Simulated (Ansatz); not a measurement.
**Run report: Si$_{96}$C$_{96}$, single-point calculation (part 2 of 2)**

Si$_{96}$C$_{96}$ (P6₃mc, 192 atoms in the cell); DFT, PBEsol, PAW, plane waves (Ansatz 0.2.0); cutoff 420 eV, 1×1×1 k-mesh, Fermi–Dirac smearing of 0.01 eV. The structure was built on a prototype by a generator.

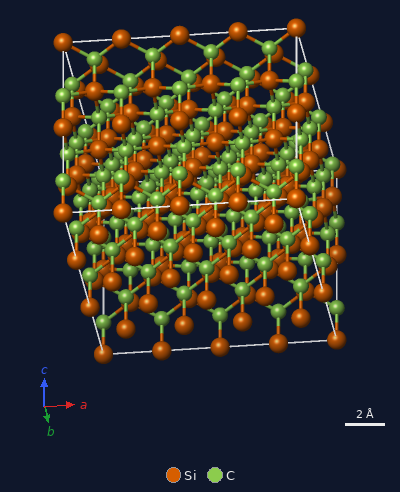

The input geometry (ball-and-stick view of the cell of the calculation, seen at an oblique angle).

**Log, continued**
```
--- Forces (eV/Å), atoms counted from 1 ---
  atom   1  Si    -0.00000000    -0.01716777     0.08236376
  atom   2  Si     0.00000000    -0.01716777     0.08236376
  atom   3  Si    -0.00000000    -0.01716777     0.08236376
  atom   4  Si    -0.00000000    -0.01716777     0.08236376
  atom   5  Si     0.00000000    -0.01716777     0.08236376
  atom   6  Si     0.00000000    -0.01716777     0.08236376
  atom   7  Si     0.00000000    -0.01716777     0.08236376
  atom   8  Si    -0.00000000    -0.01716777     0.08236376
  atom   9  Si    -0.00000000    -0.01716777     0.08236376
  atom  10  Si     0.00000000    -0.01716777     0.08236376
  atom  11  Si     0.00000000    -0.01716777     0.08236376
  atom  12  Si     0.00000000    -0.01716777     0.08236376
  atom  13  Si    -0.00000000    -0.01716777     0.08236376
  atom  14  Si     0.00000000    -0.01716777     0.08236376
  atom  15  Si     0.00000000    -0.01716777     0.08236376
  atom  16  Si     0.00000000    -0.01716777     0.08236376
  atom  17  Si     0.00000000    -0.01716777     0.08236376
  atom  18  Si    -0.00000000    -0.01716777     0.08236376
  atom  19  Si     0.00000000    -0.01716777     0.08236376
  atom  20  Si     0.00000000    -0.01716777     0.08236376
  atom  21  Si     0.00000000    -0.01716777     0.08236376
  atom  22  Si     0.00000000    -0.01716777     0.08236376
  atom  23  Si     0.00000000    -0.01716777     0.08236376
  atom  24  Si     0.00000000    -0.01716777     0.08236376
  atom  25  Si     0.00000000     0.01720280    -0.06917837
  atom  26  Si    -0.00000000     0.01720280    -0.06917837
  atom  27  Si     0.00000000     0.01720280    -0.06917837
  atom  28  Si    -0.00000000     0.01720280    -0.06917837
  atom  29  Si     0.00000000     0.01720280    -0.06917837
  atom  30  Si     0.00000000     0.01720280    -0.06917837
  atom  31  Si    -0.00000000     0.01720280    -0.06917837
  atom  32  Si    -0.00000000     0.01720280    -0.06917837
  atom  33  Si     0.00000000     0.01720280    -0.06917837
  atom  34  Si    -0.00000000     0.01720280    -0.06917837
  atom  35  Si     0.00000000     0.01720280    -0.06917837
  atom  36  Si     0.00000000     0.01720280    -0.06917837
  atom  37  Si     0.00000000     0.01720280    -0.06917837
  atom  38  Si     0.00000000     0.01720280    -0.06917837
  atom  39  Si    -0.00000000     0.01720280    -0.06917837
  atom  40  Si     0.00000000     0.01720280    -0.06917837
  atom  41  Si     0.00000000     0.01720280    -0.06917837
  atom  42  Si     0.00000000     0.01720280    -0.06917837
  atom  43  Si     0.00000000     0.01720280    -0.06917837
  atom  44  Si     0.00000000     0.01720280    -0.06917837
  atom  45  Si     0.00000000     0.01720280    -0.06917837
  atom  46  Si    -0.00000000     0.01720280    -0.06917837
  atom  47  Si     0.00000000     0.01720280    -0.06917837
  atom  48  Si    -0.00000000     0.01720280    -0.06917837
  atom  49  Si     0.00000000    -0.01720280    -0.06917837
  atom  50  Si     0.00000000    -0.01720280    -0.06917837
  atom  51  Si    -0.00000000    -0.01720280    -0.06917837
  atom  52  Si     0.00000000    -0.01720280    -0.06917837
  atom  53  Si    -0.00000000    -0.01720280    -0.06917837
  atom  54  Si     0.00000000    -0.01720280    -0.06917837
  atom  55  Si     0.00000000    -0.01720280    -0.06917837
  atom  56  Si     0.00000000    -0.01720280    -0.06917837
  atom  57  Si    -0.00000000    -0.01720280    -0.06917837
  atom  58  Si    -0.00000000    -0.01720280    -0.06917837
  atom  59  Si    -0.00000000    -0.01720280    -0.06917837
  atom  60  Si     0.00000000    -0.01720280    -0.06917837
  atom  61  Si    -0.00000000    -0.01720280    -0.06917837
  atom  62  Si    -0.00000000    -0.01720280    -0.06917837
  atom  63  Si    -0.00000000    -0.01720280    -0.06917837
  atom  64  Si    -0.00000000    -0.01720280    -0.06917837
  atom  65  Si    -0.00000000    -0.01720280    -0.06917837
  atom  66  Si    -0.00000000    -0.01720280    -0.06917837
  atom  67  Si    -0.00000000    -0.01720280    -0.06917837
  atom  68  Si    -0.00000000    -0.01720280    -0.06917837
  atom  69  Si     0.00000000    -0.01720280    -0.06917837
  atom  70  Si     0.00000000    -0.01720280    -0.06917837
  atom  71  Si    -0.00000000    -0.01720280    -0.06917837
  atom  72  Si     0.00000000    -0.01720280    -0.06917837
  atom  73  Si     0.00000000     0.01716777     0.08236376
  atom  74  Si    -0.00000000     0.01716777     0.08236376
  atom  75  Si    -0.00000000     0.01716777     0.08236376
  atom  76  Si     0.00000000     0.01716777     0.08236376
  atom  77  Si    -0.00000000     0.01716777     0.08236376
  atom  78  Si    -0.00000000     0.01716777     0.08236376
  atom  79  Si     0.00000000     0.01716777     0.08236376
  atom  80  Si    -0.00000000     0.01716777     0.08236376
  atom  81  Si     0.00000000     0.01716777     0.08236376
  atom  82  Si    -0.00000000     0.01716777     0.08236376
  atom  83  Si     0.00000000     0.01716777     0.08236376
  atom  84  Si    -0.00000000     0.01716777     0.08236376
  atom  85  Si    -0.00000000     0.01716777     0.08236376
  atom  86  Si    -0.00000000     0.01716777     0.08236376
  atom  87  Si    -0.00000000     0.01716777     0.08236376
  atom  88  Si     0.00000000     0.01716777     0.08236376
  atom  89  Si     0.00000000     0.01716777     0.08236376
  atom  90  Si    -0.00000000     0.01716777     0.08236376
  atom  91  Si    -0.00000000     0.01716777     0.08236376
  atom  92  Si     0.00000000     0.01716777     0.08236376
  atom  93  Si    -0.00000000     0.01716777     0.08236376
  atom  94  Si    -0.00000000     0.01716777     0.08236376
  atom  95  Si    -0.00000000     0.01716777     0.08236376
  atom  96  Si    -0.00000000     0.01716777     0.08236376
  atom  97  C      0.00000000    -0.01748985    -0.05301540
  atom  98  C     -0.00000000    -0.01748985    -0.05301540
  atom  99  C      0.00000000    -0.01748985    -0.05301540
  atom 100  C      0.00000000    -0.01748985    -0.05301540
  atom 101  C      0.00000000    -0.01748985    -0.05301540
  atom 102  C      0.00000000    -0.01748985    -0.05301540
  atom 103  C      0.00000000    -0.01748985    -0.05301540
  atom 104  C      0.00000000    -0.01748985    -0.05301540
  atom 105  C      0.00000000    -0.01748985    -0.05301540
  atom 106  C      0.00000000    -0.01748985    -0.05301540
  atom 107  C     -0.00000000    -0.01748985    -0.05301540
  atom 108  C      0.00000000    -0.01748985    -0.05301540
  atom 109  C      0.00000000    -0.01748985    -0.05301540
  atom 110  C      0.00000000    -0.01748985    -0.05301540
  atom 111  C      0.00000000    -0.01748985    -0.05301540
  atom 112  C     -0.00000000    -0.01748985    -0.05301540
  atom 113  C      0.00000000    -0.01748985    -0.05301540
  atom 114  C      0.00000000    -0.01748985    -0.05301540
  atom 115  C     -0.00000000    -0.01748985    -0.05301540
  atom 116  C     -0.00000000    -0.01748985    -0.05301540
  atom 117  C      0.00000000    -0.01748985    -0.05301540
  atom 118  C      0.00000000    -0.01748985    -0.05301540
  atom 119  C     -0.00000000    -0.01748985    -0.05301540
  atom 120  C      0.00000000    -0.01748985    -0.05301540
  atom 121  C      0.00000000     0.01748985    -0.05301540
  atom 122  C      0.00000000     0.01748985    -0.05301540
  atom 123  C     -0.00000000     0.01748985    -0.05301540
  atom 124  C     -0.00000000     0.01748985    -0.05301540
  atom 125  C     -0.00000000     0.01748985    -0.05301540
  atom 126  C     -0.00000000     0.01748985    -0.05301540
  atom 127  C     -0.00000000     0.01748985    -0.05301540
  atom 128  C     -0.00000000     0.01748985    -0.05301540
  atom 129  C     -0.00000000     0.01748985    -0.05301540
  atom 130  C     -0.00000000     0.01748985    -0.05301540
  atom 131  C     -0.00000000     0.01748985    -0.05301540
  atom 132  C     -0.00000000     0.01748985    -0.05301540
  atom 133  C     -0.00000000     0.01748985    -0.05301540
  atom 134  C      0.00000000     0.01748985    -0.05301540
  atom 135  C      0.00000000     0.01748985    -0.05301540
  atom 136  C      0.00000000     0.01748985    -0.05301540
  atom 137  C     -0.00000000     0.01748985    -0.05301540
  atom 138  C     -0.00000000     0.01748985    -0.05301540
  atom 139  C     -0.00000000     0.01748985    -0.05301540
  atom 140  C      0.00000000     0.01748985    -0.05301540
  atom 141  C      0.00000000     0.01748985    -0.05301540
  atom 142  C     -0.00000000     0.01748985    -0.05301540
  atom 143  C     -0.00000000     0.01748985    -0.05301540
  atom 144  C     -0.00000000     0.01748985    -0.05301540
  atom 145  C      0.00000000     0.02691805     0.03982650
  atom 146  C      0.00000000     0.02691805     0.03982650
  atom 147  C     -0.00000000     0.02691805     0.03982650
  atom 148  C      0.00000000     0.02691805     0.03982650
  atom 149  C      0.00000000     0.02691805     0.03982650
  atom 150  C     -0.00000000     0.02691805     0.03982650
  atom 151  C     -0.00000000     0.02691805     0.03982650
  atom 152  C     -0.00000000     0.02691805     0.03982650
  atom 153  C      0.00000000     0.02691805     0.03982650
  atom 154  C      0.00000000     0.02691805     0.03982650
  atom 155  C      0.00000000     0.02691805     0.03982650
  atom 156  C     -0.00000000     0.02691805     0.03982650
  atom 157  C     -0.00000000     0.02691805     0.03982650
  atom 158  C      0.00000000     0.02691805     0.03982650
  atom 159  C      0.00000000     0.02691805     0.03982650
  atom 160  C      0.00000000     0.02691805     0.03982650
  atom 161  C     -0.00000000     0.02691805     0.03982650
  atom 162  C      0.00000000     0.02691805     0.03982650
  atom 163  C     -0.00000000     0.02691805     0.03982650
  atom 164  C     -0.00000000     0.02691805     0.03982650
  atom 165  C      0.00000000     0.02691805     0.03982650
  atom 166  C     -0.00000000     0.02691805     0.03982650
  atom 167  C      0.00000000     0.02691805     0.03982650
  atom 168  C      0.00000000     0.02691805     0.03982650
  atom 169  C      0.00000000    -0.02691805     0.03982650
  atom 170  C     -0.00000000    -0.02691805     0.03982650
  atom 171  C      0.00000000    -0.02691805     0.03982650
  atom 172  C     -0.00000000    -0.02691805     0.03982650
  atom 173  C     -0.00000000    -0.02691805     0.03982650
  atom 174  C      0.00000000    -0.02691805     0.03982650
  atom 175  C     -0.00000000    -0.02691805     0.03982650
  atom 176  C      0.00000000    -0.02691805     0.03982650
  atom 177  C      0.00000000    -0.02691805     0.03982650
  atom 178  C     -0.00000000    -0.02691805     0.03982650
  atom 179  C     -0.00000000    -0.02691805     0.03982650
  atom 180  C      0.00000000    -0.02691805     0.03982650
  atom 181  C     -0.00000000    -0.02691805     0.03982650
  atom 182  C     -0.00000000    -0.02691805     0.03982650
  atom 183  C     -0.00000000    -0.02691805     0.03982650
  atom 184  C      0.00000000    -0.02691805     0.03982650
  atom 185  C      0.00000000    -0.02691805     0.03982650
  atom 186  C     -0.00000000    -0.02691805     0.03982650
  atom 187  C     -0.00000000    -0.02691805     0.03982650
  atom 188  C      0.00000000    -0.02691805     0.03982650
  atom 189  C     -0.00000000    -0.02691805     0.03982650
  atom 190  C      0.00000000    -0.02691805     0.03982650
  atom 191  C     -0.00000000    -0.02691805     0.03982650
  atom 192  C      0.00000000    -0.02691805     0.03982650
  max |Σ_I F_I| component: 1.69e-4 eV/Å
--- Stress (GPa, compression-positive) ---
        0.766339      -0.000000      -0.000000
       -0.000000      -0.361877       0.000000
        0.000000       0.000000      -0.185684
  P = ⅓ Tr σ = 0.0729 GPa (0.729 kbar)
--- Band table (eV) ---
  k-point 0: bands = ["-6.0013", "-5.5193", "-5.5193", "-5.1927", "-5.1927", "-4.8129", "-4.7851", "-4.7267", "-4.7267", "-4.7267", ... 366 levels left out ..., "8.9848", "9.1234", "9.1234", "9.2646", "9.2646", "9.4599", "9.5088", "9.5106", "11.6197", "11.7422", "12.0160", "12.0160", "12.0160", "12.0160", "12.3887", "12.3887", "12.3887", "12.3887", "12.3969", "12.3969", "12.6378", "12.6378", "13.0410", "13.0410", "13.0878", "13.0878", "13.1090", "13.1090", "13.1090",
      "13.1090", "13.1368", "13.1368", "13.1368", "13.1368", "13.4837", "13.4837", "13.4939", "13.4939", "13.4939", "13.4939", "13.6077", "13.9057", "13.9057", "13.9375", "13.9375", "14.0849", "14.0849", "14.0849", "14.0849", "14.1632", "14.1766", "14.1766", "14.1831", "14.1831", "14.1831", "14.1831", "14.2083", "14.2083", "14.2083", "14.2083", "14.2339", "14.2339", "14.3214", "14.3214", "14.4465", "14.4465", "14.4465", "14.4465", "14.5151",
      "14.5151", "14.5151", "14.5151", "14.5285", "14.5285", "14.5309", "14.7017", "14.8665", "14.8665", "14.8665", "14.8665", "14.8694", "14.8694", "14.9025", "14.9025", "14.9648", "14.9648", "15.0507", "15.0507", "15.0521", "15.0521", "15.1067", "15.1496", "15.1496", "15.1784", "15.2797", "15.2797", "15.3021", "15.3021", "15.3021", "15.3021", "15.3302", "15.3302", "15.3302", "15.3302", "15.6387", "15.6387", "15.7360", "15.7486", "15.7581",
      "15.7581", "15.8396", "15.8396", "16.0097", "16.0097", "16.0097", "16.0097", "16.0466", "16.0466", "16.0466", "16.0466", "16.1345", "16.1345", "16.2358", "16.2358", "16.2730", "16.2730", "16.2730", "16.2730", "16.3635", "16.3635", "16.4095", "16.4109", "16.4217", "16.4238", "16.5289", "16.5289", "16.5289", "16.5289", "16.5629", "16.5629", "16.5838", "16.5838", "16.6077", "16.7001", "16.7001", "16.7416", "16.7416", "16.8043", "16.8043",
      "16.8043", "16.8043", "16.8338", "16.8660", "16.8660", "16.9264", "16.9264", "16.9346", "16.9346", "16.9346", "16.9346", "16.9882", "17.0201", "17.0201", "17.0492", "17.0492", "17.1094", "17.1094", "17.1107", "17.1107", "17.1107", "17.1107", "17.1428", "17.1428", "17.1454", "17.1454", "17.2447", "17.2447", "17.2447", "17.2447", "17.3357", "17.3357", "17.3877", "17.3877", "17.3877", "17.3877", "17.4470", "17.4470", "17.4669", "17.4669",
      "17.4825", "17.4849", "17.5859", "17.5859", "17.5859", "17.5859", "17.5869", "17.5869", "17.6779", "17.6779", "17.6779"]
--- Löwdin populations: 192 sites ---
  site symbol       q [e]
     0     Si      2.9430
     1     Si      2.9430
     2     Si      2.9430
     3     Si      2.9430
     4     Si      2.9430
     5     Si      2.9430
     6     Si      2.9430
     7     Si      2.9430
     8     Si      2.9430
     9     Si      2.9430
    10     Si      2.9430
    11     Si      2.9430
    12     Si      2.9430
    13     Si      2.9430
    14     Si      2.9430
    15     Si      2.9430
    16     Si      2.9430
    17     Si      2.9430
    18     Si      2.9430
    19     Si      2.9430
    20     Si      2.9430
    21     Si      2.9430
    22     Si      2.9430
    23     Si      2.9430
    24     Si      2.9606
    25     Si      2.9606
    26     Si      2.9606
    27     Si      2.9606
    28     Si      2.9606
    29     Si      2.9606
    30     Si      2.9606
    31     Si      2.9606
    32     Si      2.9606
    33     Si      2.9606
    34     Si      2.9606
    35     Si      2.9606
    36     Si      2.9606
    37     Si      2.9606
    38     Si      2.9606
    39     Si      2.9606
    40     Si      2.9606
    41     Si      2.9606
    42     Si      2.9606
    43     Si      2.9606
    44     Si      2.9606
    45     Si      2.9606
    46     Si      2.9606
    47     Si      2.9606
    48     Si      2.9606
    49     Si      2.9606
    50     Si      2.9606
    51     Si      2.9606
    52     Si      2.9606
    53     Si      2.9606
    54     Si      2.9606
    55     Si      2.9606
    56     Si      2.9606
    57     Si      2.9606
    58     Si      2.9606
    59     Si      2.9606
    60     Si      2.9606
    61     Si      2.9606
    62     Si      2.9606
    63     Si      2.9606
    64     Si      2.9606
    65     Si      2.9606
    66     Si      2.9606
    67     Si      2.9606
    68     Si      2.9606
    69     Si      2.9606
    70     Si      2.9606
    71     Si      2.9606
    72     Si      2.9430
    73     Si      2.9430
    74     Si      2.9430
    75     Si      2.9430
    76     Si      2.9430
    77     Si      2.9430
    78     Si      2.9430
    79     Si      2.9430
    80     Si      2.9430
    81     Si      2.9430
    82     Si      2.9430
    83     Si      2.9430
    84     Si      2.9430
    85     Si      2.9430
    86     Si      2.9430
    87     Si      2.9430
    88     Si      2.9430
    89     Si      2.9430
    90     Si      2.9430
    91     Si      2.9430
    92     Si      2.9430
    93     Si      2.9430
    94     Si      2.9430
    95     Si      2.9430
    96      C      4.9651
    97      C      4.9651
    98      C      4.9651
    99      C      4.9651
   100      C      4.9651
   101      C      4.9651
   102      C      4.9651
   103      C      4.9651
   104      C      4.9651
   105      C      4.9651
   106      C      4.9651
   107      C      4.9651
   108      C      4.9651
   109      C      4.9651
   110      C      4.9651
   111      C      4.9651
   112      C      4.9651
   113      C      4.9651
   114      C      4.9651
   115      C      4.9651
   116      C      4.9651
   117      C      4.9651
   118      C      4.9651
   119      C      4.9651
   120      C      4.9651
   121      C      4.9651
   122      C      4.9651
   123      C      4.9651
   124      C      4.9651
   125      C      4.9651
   126      C      4.9651
   127      C      4.9651
   128      C      4.9651
   129      C      4.9651
   130      C      4.9651
   131      C      4.9651
   132      C      4.9651
   133      C      4.9651
   134      C      4.9651
   135      C      4.9651
   136      C      4.9651
   137      C      4.9651
   138      C      4.9651
   139      C      4.9651
   140      C      4.9651
   141      C      4.9651
   142      C      4.9651
   143      C      4.9651
   144      C      4.9761
   145      C      4.9761
   146      C      4.9761
   147      C      4.9761
   148      C      4.9761
   149      C      4.9761
   150      C      4.9761
   151      C      4.9761
   152      C      4.9761
   153      C      4.9761
   154      C      4.9761
   155      C      4.9761
   156      C      4.9761
   157      C      4.9761
   158      C      4.9761
   159      C      4.9761
   160      C      4.9761
   161      C      4.9761
   162      C      4.9761
   163      C      4.9761
   164      C      4.9761
   165      C      4.9761
   166      C      4.9761
   167      C      4.9761
   168      C      4.9761
   169      C      4.9761
   170      C      4.9761
   171      C      4.9761
   172      C      4.9761
   173      C      4.9761
   174      C      4.9761
   175      C      4.9761
   176      C      4.9761
   177      C      4.9761
   178      C      4.9761
   179      C      4.9761
   180      C      4.9761
   181      C      4.9761
   182      C      4.9761
   183      C      4.9761
   184      C      4.9761
   185      C      4.9761
   186      C      4.9761
   187      C      4.9761
   188      C      4.9761
   189      C      4.9761
   190      C      4.9761
   191      C      4.9761
  spilling = 0.009705 (of n_electrons = 768.000000)
```

**Key numbers**

- outcome: converged
- space group (tolerance 0.01 Å): P6₃mc (186)
- electrons treated: 768
- free energy: −83393.3258 eV
- Fermi energy: 10.568 eV
- pressure: 0.07 GPa
- largest force (length of the vector): 0.084 eV/Å
- hardware: 8 CPU threads, shared host
- wall time: 6.6 s (CPU time 19 s)
- peak memory: 2.6 GiB

**Notes**

Warnings of the run: the structure was made exactly symmetric. The k-point mesh is coarse for a cell of this size, so the results may not be converged.
